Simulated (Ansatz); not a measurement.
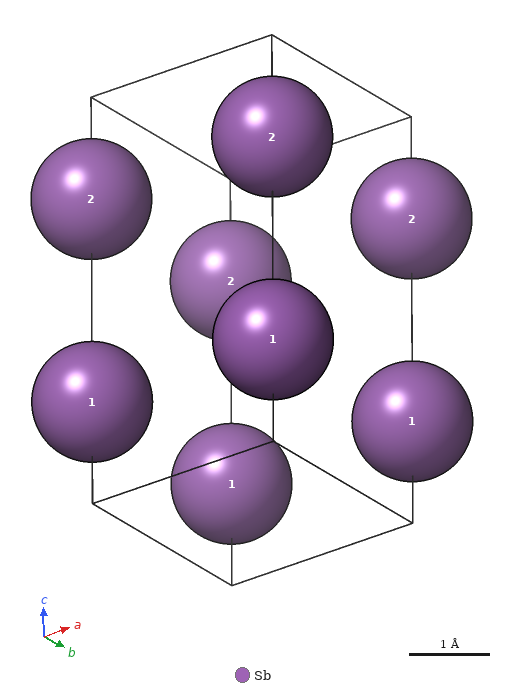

The starting point is a symmetric starting cell of Sb (made from another compound by putting Sb in place of P). The picture is a spheres-only view of the cell of the calculation, seen from a free direction.

Computed with DFT PBEsol, scalar-relativistic, plane waves, PAW in Ansatz 0.2.0. Set-up: plane-wave cutoff 420 eV; k-point mesh 14 × 14 × 8; occupations gaussian; smearing width 0.1 eV; no spin polarisation.

The variant: All lengths are scaled by +0.4 % (volume +1.2 %), the atoms keeping their fractional coordinates. No relaxation follows. The starting cell wasn't computed here and needn't be at equilibrium, so pressure and forces aren't due to the change alone.

Input
```yaml
crystal:
  lattice:
    - [2.8709897453, 0.0, 0.0]
    - [0.0, 2.8873783952, 0.0]
    - [-0.0240535971, 0.0, 5.7455845768]
  atoms:
    - { symbol: Sb, position: [0.99999997, 0.0, 0.25057464] }
    - { symbol: Sb, position: [3.0e-08, 0.0, 0.74942536] }
basis:
  ecutwfc: 420
kpoints:
  mp_grid: { grid: [14, 14, 8] }
hamiltonian:
  xc: pbesol
scf:
  occupations: { method: gaussian, width: 0.1 }
output:
  forces: true
  stress: true
  eigenvalues: true
```

Launched with:
```bash
ansatz run input.yaml --threads 1 --pin off --max-ram 1331MiB --backend cpu --events-out ev --progress --plain --runs-dir out
```

### What does the calculation give for the changed structure?

Among the bonded contacts that change: Sb–Sb 2.861 → 2.866 to 2.879 Å, Sb–Sb 2.876 → 2.887 Å. The space group stays P2/m (No. 10). The pressure is 17.6 GPa (not all of it need come from the change, since the unchanged cell can be under pressure at this level too). The principal stresses (compression positive) are 18.6 GPa along a, 17.6 GPa along c, 16.7 GPa along b. The largest forces, 0.051 eV/Å, act on Sb1 and Sb2; on Sb1 it points along −c.
